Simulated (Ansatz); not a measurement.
Consider Si3Ru5.

Input

```
crystal:
  lattice:
    - [5.24660169, 0.0, 0.0]
    - [0.0, 9.78204393, 0.0]
    - [0.0, 0.0, 4.02254334]
  atoms:
    - { symbol: Si, position: [0.0, 0.0, 0.0] }
    - { symbol: Si, position: [0.5, 0.5, 0.0] }
    - { symbol: Si, position: [0.37025099, 0.86361478, 0.5] }
    - { symbol: Si, position: [0.62974901, 0.13638522, 0.5] }
    - { symbol: Si, position: [0.87025099, 0.63638522, 0.5] }
    - { symbol: Si, position: [0.12974901, 0.36361478, 0.5] }
    - { symbol: Ru, position: [0.0, 0.5, 0.0] }
    - { symbol: Ru, position: [0.5, 0.0, 0.0] }
    - { symbol: Ru, position: [0.15747247, 0.77305231, 0.0] }
    - { symbol: Ru, position: [0.84252753, 0.22694769, 0.0] }
    - { symbol: Ru, position: [0.65747247, 0.72694769, 0.0] }
    - { symbol: Ru, position: [0.34252753, 0.27305231, 0.0] }
    - { symbol: Ru, position: [0.33414461, 0.60942145, 0.5] }
    - { symbol: Ru, position: [0.66585539, 0.39057855, 0.5] }
    - { symbol: Ru, position: [0.83414461, 0.89057855, 0.5] }
    - { symbol: Ru, position: [0.16585539, 0.10942145, 0.5] }
basis:
  ecutwfc: 500
kpoints:
  mp_grid: { grid: [8, 4, 10] }
hamiltonian:
  xc: r2scan
scf:
  occupations: { method: gaussian, width: 0.1 }
output:
  forces: true
  stress: true
  eigenvalues: true
  write_density: true
  write_potential: true
  elf: true
  volumetric_format: npy
relax:
  adjacent_minimum: "off"
  f_tol: 0.01
  max_steps: 80
  cell: { stress_tol: 0.05 }
```

Launched as:

```sh
ansatz run input.yaml --threads 4 --pin off --max-ram 10240MiB --backend cpu --events-out ev --progress --plain --runs-dir out
```

Below, planes, directions and counts refer to the conventional cell (a = 5.23 Å, b = 9.78 Å, c = 4.02 Å, α = 90.00°, β = 90.00°, γ = 90.00°).

The fields are those of the relaxed geometry.

Space group Pbam; a structure from a database of computed crystals, not necessarily the ambient phase; started from the database_55 prototype, which need not be the ambient phase; computed without spin polarisation.

Method: Ansatz, DFT r2SCAN, scalar-relativistic, plane waves, PAW.

What can the converged valence pseudo-density and electron localisation function tell about the bonding?

Answer. Si–Ru (2.51 Å): the density is about 0.46 e/Å³ at the midpoint; the ELF peaks at about 0.65 in the valence shell of Si, 0.9 Å from its nucleus, and is about 0.40 at the midpoint.

Metal or insulator at this level of theory?

Answer. It is gapless in this calculation (a metal or semimetal).

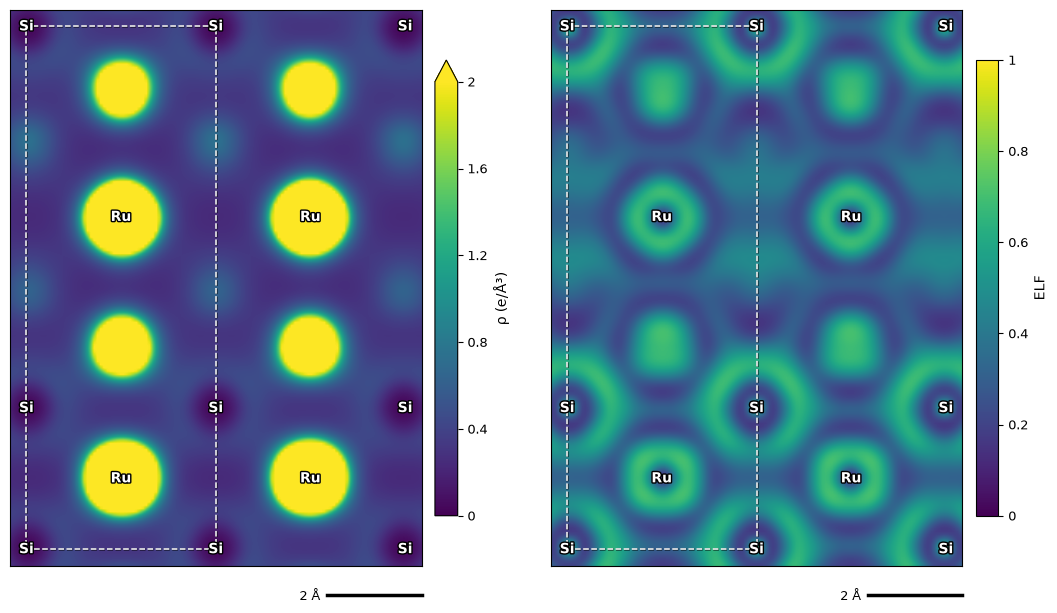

Computed valence pseudo-density and electron localisation function on the (110) plane of the conventional cell, in this order. Atoms just off the plane (Ru, 0.5 Å away) can leave unmarked features too.

In a PAW calculation such maps are meaningful between the atoms, not at the nuclei.
